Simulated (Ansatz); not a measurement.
Geometry relaxation of BiTe2 (part 1 of 3)

BiTe2 (slab, 6 atoms in the cell), computed with DFT PBE, scalar-relativistic, plane waves, PAW, no spin polarisation (Ansatz 0.2.0).

The structure derives from an entry of the Crystallography Open Database. It belongs to a series of runs on one base structure; here: (0 0 1) slab, atoms relaxed.

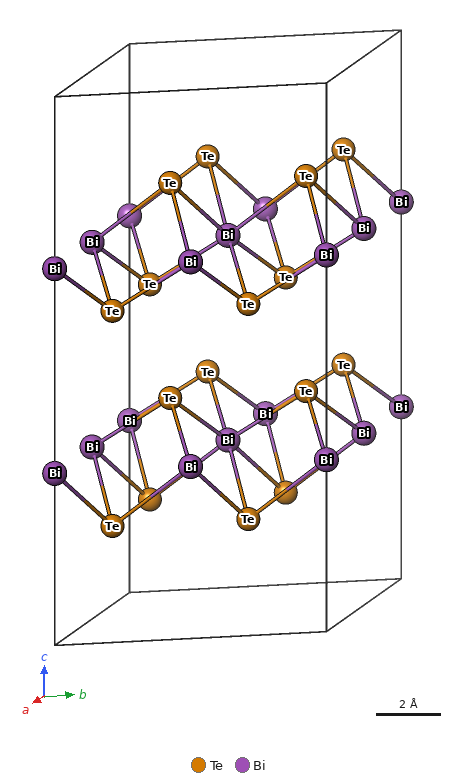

Figure 1. The starting structure (ball-and-stick view of the 2 × 2 repeat of the cell, with the vacuum cut short, seen slightly off an axis). An atom can appear more than once, as a periodic image. Near neighbours in the periodic cell (some may lie outside the picture): Te has 3 Bi at 3.09 to 3.29 Å; Bi has 6 Te at 3.09 to 3.29 Å.

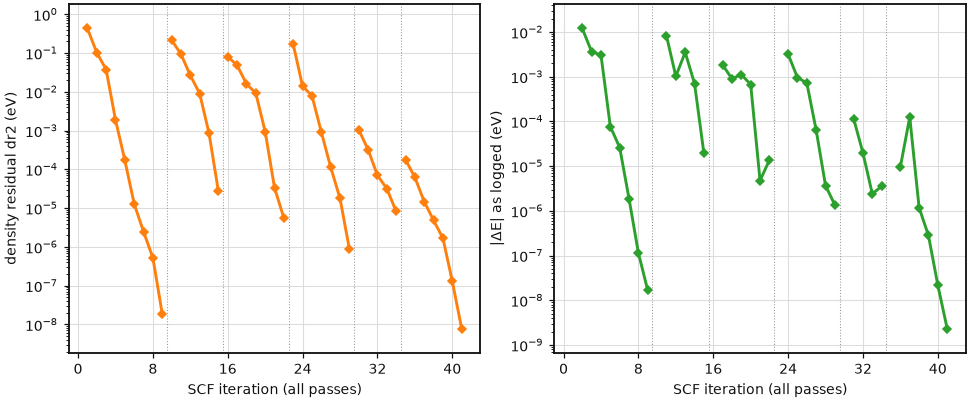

Figure 2. Convergence of the self-consistent field: density residual dr2 and size of the energy change against the SCF iteration. The dotted lines part the SCF passes of the relaxation: geometry steps, rejected trials and re-solves on a re-selected basis. The 6 passes take 5 to 9 iterations each, 41 in all.

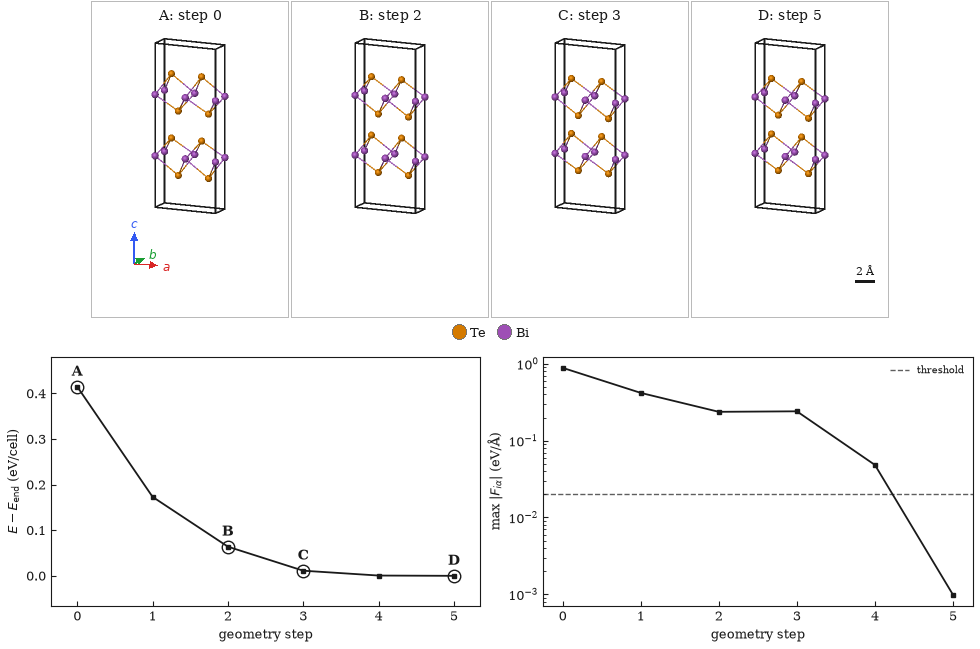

Figure 3. Frames of the relaxation (ball-and-stick view of the 2 × 1 repeat of the cell, with the vacuum cut short, seen slightly off an axis) above the curves, on which the letters mark them (the first geometry is step 0 here and step 1 in the log).

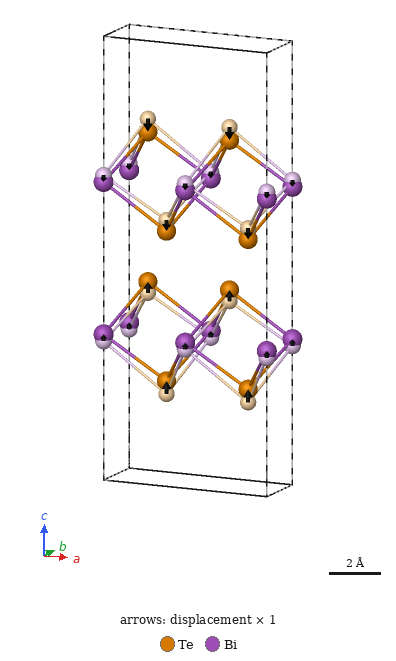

Figure 4. Start (faint) and end (solid) with the displacements as black arrows, at true length (ball-and-stick view of the 2 × 1 repeat of the cell, with the vacuum cut short, seen slightly off an axis). The largest moves, 0.52 Å, are those of Te1 and Te6. By element the largest moves are Te 0.52 Å, Bi 0.26 Å. The lattice vectors keep their values. Among the contacts that change: Bi5–Te6 3.288 → 3.134 Å, Bi2–Te3 3.089 → 3.192 Å. Among the angles that change: Bi2–Te1–Bi2 85.1° → 90.4°, Te6–Bi5–Te6 85.1° → 90.4°, Bi5–Te4–Bi5 92.1° → 88.3°. The energy falls by 0.415 eV per cell of the calculation in 5 geometry steps. Largest force component: 0.89 eV/Å at the start, 0.00099 eV/Å at the end. (Atoms are counted from 1 in the order of the input.)

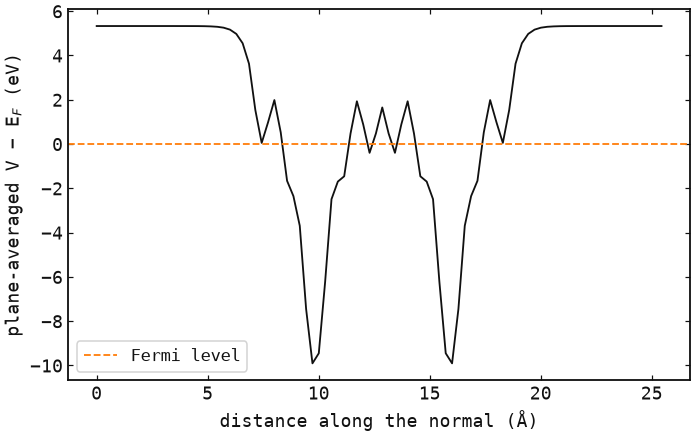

Figure 5. Plane average of the electrostatic potential energy of an electron across the cell, from the Fermi level. The vacuum level lies 5.33 eV above the Fermi level.

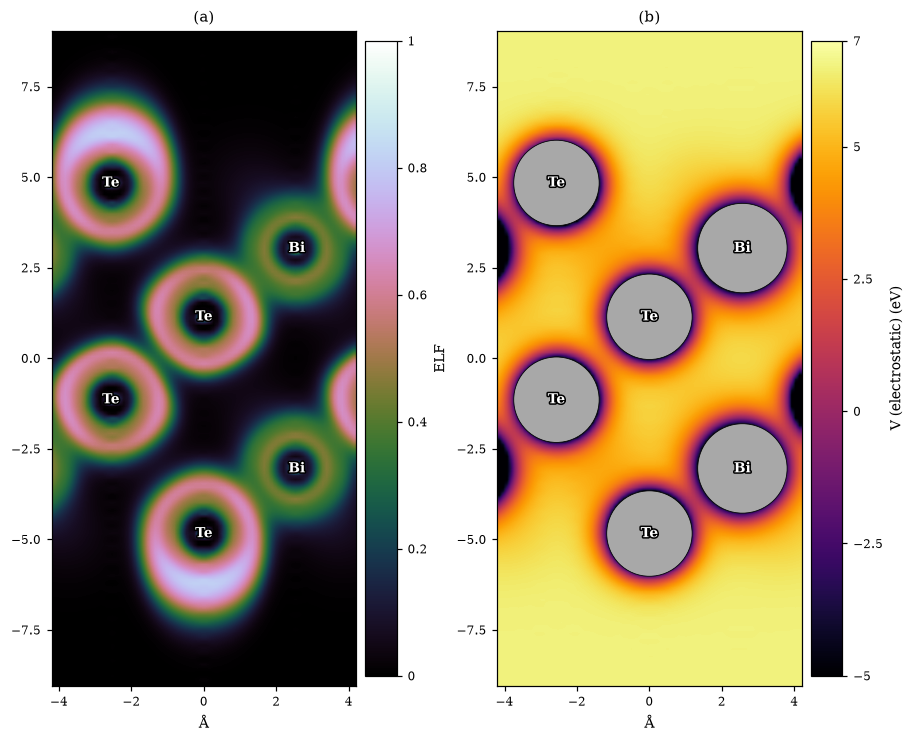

Figure 6. (a) electron localisation function; (b) electrostatic potential energy of an electron on the (110) plane of the calculation cell, a cut from vacuum to vacuum. Grey discs, where drawn, cover atomic cores. Bi–Te (3.13 Å): the ELF peaks at about 0.65 in the valence shell of Te, 1.3 Å from its nucleus, and drops to about 0.35 between the two atoms. Bi–Te (3.19 Å): the ELF peaks at about 0.65 in the valence shell of Te, 1.3 Å from its nucleus, and drops to about 0.35 between the two atoms. The strong features right at Bi lie inside the PAW spheres (semicore, d or f shells) and say nothing about bonding. The fields are those of the smooth PAW valence density.

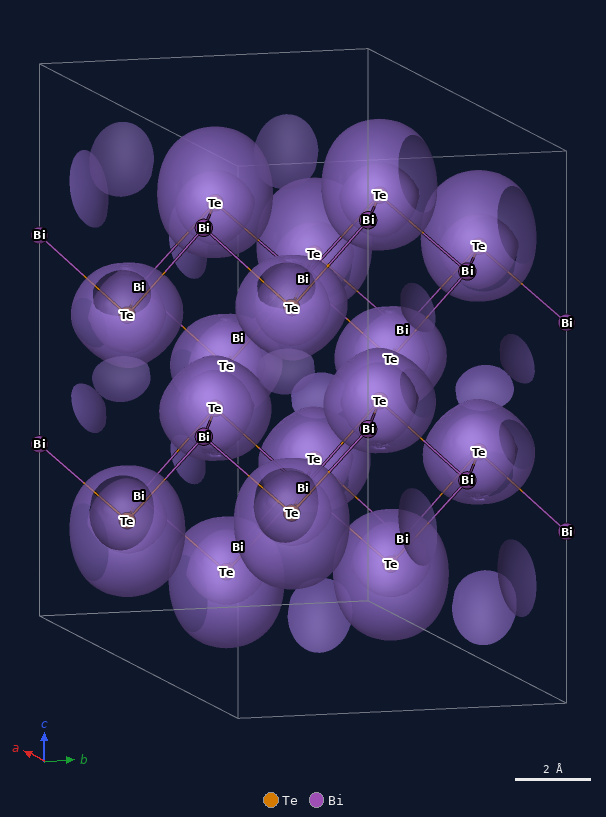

Figure 7. Isosurface of the ELF at 0.55 (purple), seen at an oblique angle. Only the valence region is drawn (cores and ρ < 0.01 e/Å³ removed). Sticks mark near contacts. Along the contacts the grid gives the following. Bi–Te (3.13 Å): the ELF peaks at about 0.65 in the valence shell of Te, 1.3 Å from its nucleus, and drops to about 0.35 between the two atoms. Bi–Te (3.19 Å): the ELF peaks at about 0.65 in the valence shell of Te, 1.3 Å from its nucleus, and drops to about 0.35 between the two atoms.

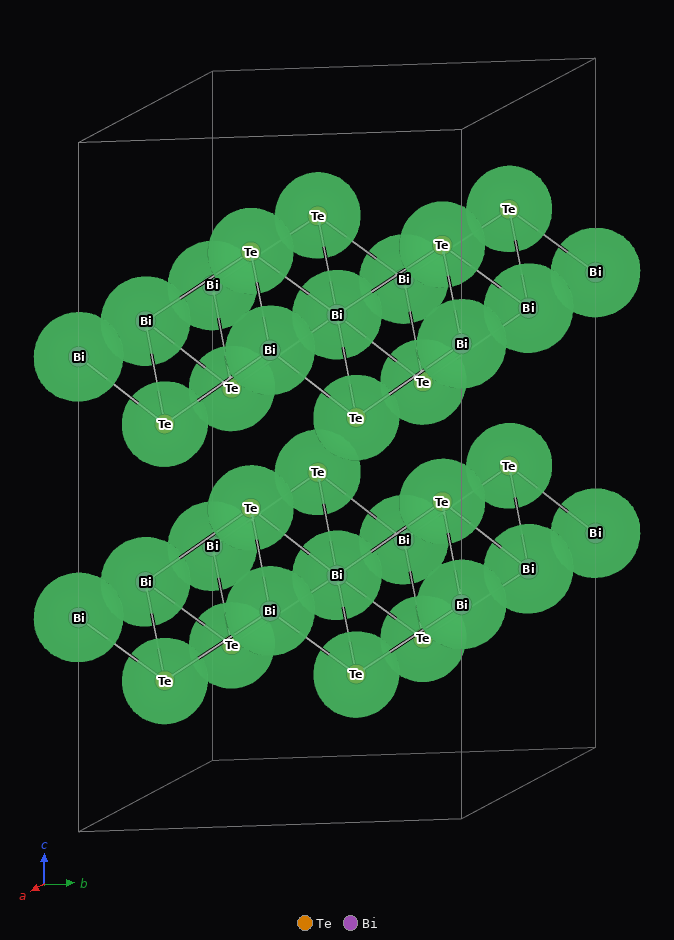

Figure 8. Isosurface of the valence pseudo-density at 0.6 e/Å³ (green), seen slightly off an axis. Sticks mark near contacts. At this value the density breaks into separate islands; it holds about 70 % of the electrons treated as valence (semicore included). It is pinched off along the Bi–Te (3.13 Å) and Bi–Te (3.19 Å) contacts. On the grid the lowest density along these lines, outside the cores, is 0.26 e/Å³ (Bi–Te, 3.13 Å) and 0.23 e/Å³ (Bi–Te, 3.19 Å).

These pictures come from the run below.

**Input**
```yaml
crystal:
  lattice:
    - [4.4465494044, 0.0, 0.0]
    - [-2.2232747022, 3.8508247434, 0.0]
    - [0.0, 0.0, 25.7228911982]
  atoms:
    - { symbol: Te, position: [0.6666666667, 0.3333333333, 0.2915690908] }
    - { symbol: Bi, position: [0.0, 0.0, 0.3714493614] }
    - { symbol: Te, position: [0.3333333333, 0.6666666667, 0.438262779] }
    - { symbol: Te, position: [0.6666666667, 0.3333333333, 0.561737221] }
    - { symbol: Bi, position: [0.0, 0.0, 0.6285506386] }
    - { symbol: Te, position: [0.3333333333, 0.6666666667, 0.7084309092] }
basis:
  ecutwfc: 420
kpoints:
  mp_grid: { grid: [9, 9, 1] }
hamiltonian:
  xc: pbe
scf:
  occupations: { method: gaussian, width: 0.05 }
output:
  forces: true
  eigenvalues: true
  write_density: true
  write_potential: true
  elf: true
  volumetric_format: npy
relax:
  adjacent_minimum: "off"
  f_tol: 0.02
  max_steps: 60
efield:
  axis: 3
  dipole_correction: true
  ramp_width: 0.04
```

Launch command:
```bash
ansatz run input.yaml --threads 1 --pin off --max-ram 2560MiB --backend cpu --events-out ev --progress --plain --runs-dir out
```

**The program's output**
```
Engine: ansatz 0.2.0, x86_64-unknown-linux-gnu
Pseudopotentials: kind: paw
Pseudopotential: Te, paw, valence charge 16, recommended cutoff 420 eV (normal), Te.paw.azcp
Pseudopotential: Bi, paw, valence charge 15, recommended cutoff 420 eV (normal), Bi.paw.azcp
Functional definition: PBE
  parameter kappa = 0.804
  parameter beta = 0.06672455060314922
  exchange = pbe_x(kappa = kappa, mu = beta*pi^2/3)
  correlation = pbe_c(beta = beta)
Crystal: 6 atoms, lattice volume = 440.450 Å³
Basis set: ecut = 420 eV, 8695 PW (Γ), exchange–correlation on 60×60×360 points (8 copies of the dense FFT grid, shifted against one another)
Bands: 57, of which v1, the nominal top of the filled ones, is band 47 counted from 1 (46 counted from 0)
Symmetry: 6 space group operations
k-points: 12 of 81 (time reversal used)
Non-local potential: Te, projectors of the file, l = 0: 2, l = 1: 2, l = 2: 2, l = 3: 2
Non-local potential: Bi, projectors of the file, l = 0: 2, l = 1: 2, l = 2: 2, l = 3: 2
PAW form: soft (Blöchl's): semilocal exchange-correlation on the pseudo side does not see the compensation charge
PAW one-centre angular grid: Te, 590 points (default); XC on 64 Gauss nodes
PAW one-centre angular grid: Bi, 590 points (default); XC on 64 Gauss nodes
Initial density: superposition of atomic densities (neutral atoms: chi_scale 0, normalization atom), corrected by the library's trained network
Initial wavefunctions: pseudopotential atomic-orbital guess
Functional: x = pbe(κ = 0.804, μ = 0.2195149727645171), c = pbe(β = 0.06672455060314922)
```
